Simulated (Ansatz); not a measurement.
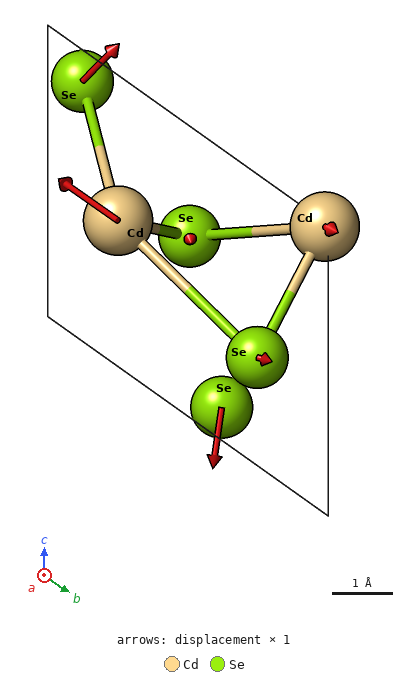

This is a relaxation of a crystal of CdSe₂ (built on the SiO2-122 type type). The starting structure is drawn; red arrows show the displacements (the part carried along by the change of the cell is left out), at their true length.

Style: ball-and-stick. Shown: the cell of the calculation, along the a axis.

Case: shaken.

Method: DFT, PBEsol, plane waves, PAW (Ansatz 0.2.0).

The input:
```yaml
crystal:
  lattice:
    - [-2.9178122025, 2.9132253084, 4.1167823758]
    - [2.9196260013, -2.8649576376, 4.0849318956]
    - [2.8351048772, 2.7822503123, -4.0836882886]
  atoms:
    - { symbol: Cd, position: [-0.011089949, -0.0125218786, -0.0151732885] }
    - { symbol: Cd, position: [0.7528187342, 0.2504425407, 0.5007577033] }
    - { symbol: Se, position: [0.3754363745, 0.5056724282, 0.6219261881] }
    - { symbol: Se, position: [1.2409352297, 0.6200547003, 1.1134919422] }
    - { symbol: Se, position: [0.504243512, 0.123257983, -0.1078733824] }
    - { symbol: Se, position: [0.87295443, -0.2531811703, 0.3711758592] }
kpoints:
  mp_grid: { grid: [4, 4, 4] }
hamiltonian:
  xc: pbesol
scf:
  occupations: { method: fermi_dirac, width: 0.05 }
relax:
  f_tol: 0.01
  cell: {}
  max_steps: 120
```

Command:
```bash
ansatz run input.yaml --threads 2 --pin off --max-ram 2211MiB --backend cpu --events-out ev --progress --plain --runs-dir out
```

> Atoms of which element are displaced furthest, and by how much?

Cadmium: up to 1.76 Å, against 1.07 Å for selenium.

> Describe the change and its energy.

The atom that moves furthest relative to the cell is Cd2 (1.76 Å along [−1 −1 0]). By element the largest moves are Cd 1.76 Å, Se 1.07 Å. The drawn cell changes as follows: a 5.827 → 6.064 Å (+4.1 %), b 5.781 → 6.067 Å (+5.0 %), c 5.697 → 6.067 Å (+6.5 %), α 119.8° → 133.5°, β 120.8° → 105.4°, γ 90.1° → 92.6°; the volume changes by +9.8 %. Near-neighbour distances that change, for instance: Cd2–Se6 3.449 → 5.534 Å, Se4–Se5 3.269 → 4.967 Å, Se3–Se4 3.004 → 4.396 Å, Se5–Se6 3.076 → 4.390 Å. Bonds break: Cd2–Se4 (2.69 → 3.76 Å), Cd2–Se5 (2.64 → 3.76 Å). Among the angles between lasting bonds that change: Se5–Cd1–Se6 102.0° → 93.2°, Cd1–Se6–Cd2 78.0° → 86.8°, Cd1–Se3–Cd2 78.7° → 86.8°. The space group (tolerance 0.01 Å) goes from P1 (No. 1) to C2/c (No. 15). The energy falls by 1.661 eV per cell of the calculation in 22 accepted moves (27 points after the start). The largest force component goes from 0.2 to 0.0051 eV/Å. Pressure: −1.91 GPa at the start and 0.00 GPa at the end. The line search rejected the trial steps at points 12, 14, 16 of the run. At 2 points the geometry stayed and the basis and grid were re-selected for the new cell (energy shift of 87.4 meV per cell of the calculation at most each time).
